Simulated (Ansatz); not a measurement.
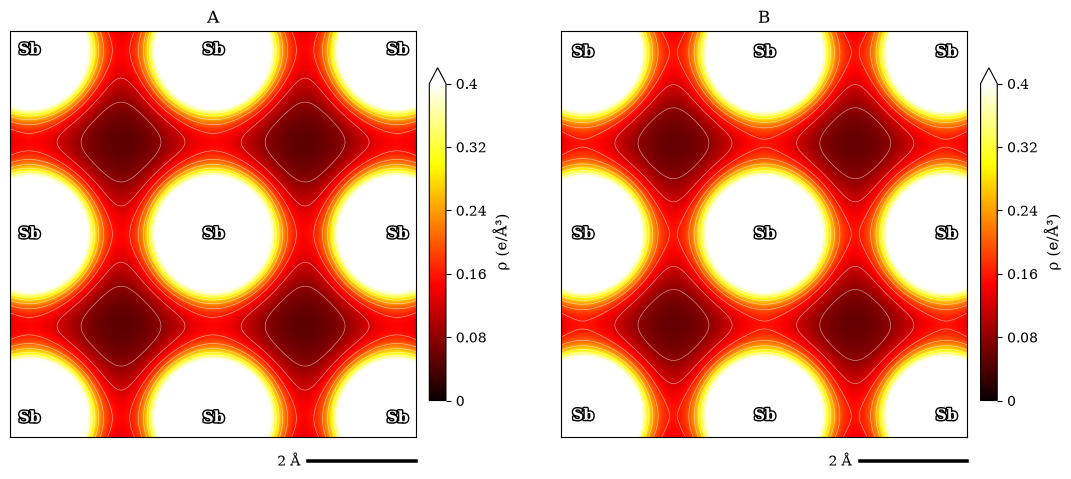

Sb. The valence pseudo-density of two cells that differ in size, on the (110) plane of each (indices in the axes of the calculation cell), at one length scale and on one colour scale; one has 27.2 and the other 28.3 Å³ an atom.

Theory: Kohn-Sham DFT of a periodic cell, PBE, Ansatz PAW (Ansatz 0.2.0).

Core electrons are frozen (PAW), and the valence fields are smoothed inside the atomic spheres.

Question: Which panel shows the smaller cell, and what does the compression change?

Answer: Panel B is the smaller cell, by 4 % in volume. From the larger cell to the smaller, Sb–Sb goes from 3.42 to 3.38 Å, and the density at its midpoint from 0.15 to 0.16 e/Å³; the pressure goes from −1.6 to 0.6 GPa.
